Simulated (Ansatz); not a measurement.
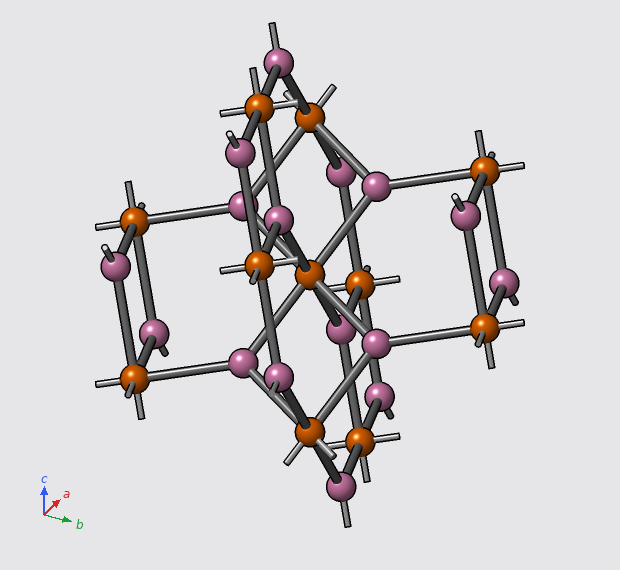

A cut-out of a periodic net derived from a crystal structure. Nodes are coloured by topological kind. Short stubs are edges that leave the cut-out.

> Describe the net.

A binodal (3,6)-connected, three-periodic net. It is the rtl net, known from rutile.

> Give point symbol and coordination sequence of each kind of node.

3-connected node: 4.6^2, sequence 3, 14, 19, 62, 51, 144; 6-connected node: 4^2.6^10.8^3, sequence 6, 10, 38, 34, 102, 74.

Where the net comes from. PtS2 (space group P4_2/mnm, No. 136). Coordinates: the geometry relaxed with DFT, LDA, plane waves, PAW in Ansatz; the starting structure was generated, so it need not be a known form of this composition. Bonds are taken as Pt–S below 2.7 Å. Simplification: prune 0- and 1-connected atoms, fold 2-connected ones into links. S is a 3-connected node; Pt is a 6-connected node, in the ratio 2:1.
